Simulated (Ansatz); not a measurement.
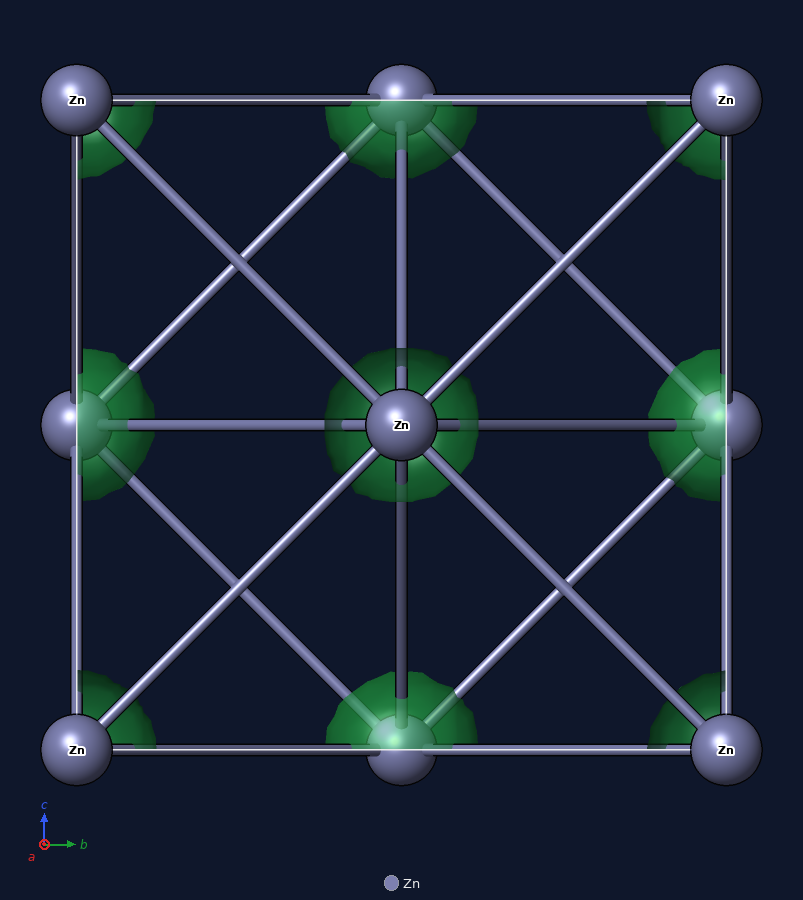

*Zn. Density of the Kohn–Sham states from −10.4 to −6.9 eV about the Fermi level (the lower third of the occupied valence band), scaled to one electron a cell: green surface at 0.5 1/Å³, in the conventional cell seen along the a axis.*

Space group Fm-3m. This isn't the usual form at ambient conditions. The cell comes from a database of computed structures, not from a measurement.

Level of theory: DFT PBE, scalar-relativistic, plane waves, PAW (Ansatz).

In a PAW calculation such maps are meaningful between the atoms, not at the nuclei.

```cif
data_structure
_symmetry_space_group_name_H-M 'P 1'
_symmetry_Int_Tables_number 1
_cell_length_a 3.9296
_cell_length_b 3.9296
_cell_length_c 3.9296
_cell_angle_alpha 90.000
_cell_angle_beta 90.000
_cell_angle_gamma 90.000
_cell_volume 60.68
loop_
_atom_site_label
_atom_site_type_symbol
_atom_site_fract_x
_atom_site_fract_y
_atom_site_fract_z
_atom_site_occupancy
Zn1 Zn 0.00000 0.00000 0.00000 1
Zn2 Zn 0.50000 0.50000 0.00000 1
Zn3 Zn 0.50000 0.00000 0.50000 1
Zn4 Zn 0.00000 0.50000 0.50000 1
```

What is the character of these states?

Projected on a minimal set of atomic orbitals (Löwdin), they are Zn 3d (95 %). It nearly vanishes midway along the shortest Zn–Zn contact. Little of the density lies between the atoms' surroundings.

Cost of the run: 1.6 s on 1 thread of Arm Neoverse V1, with other jobs on the host, peak memory 0.27 GiB.
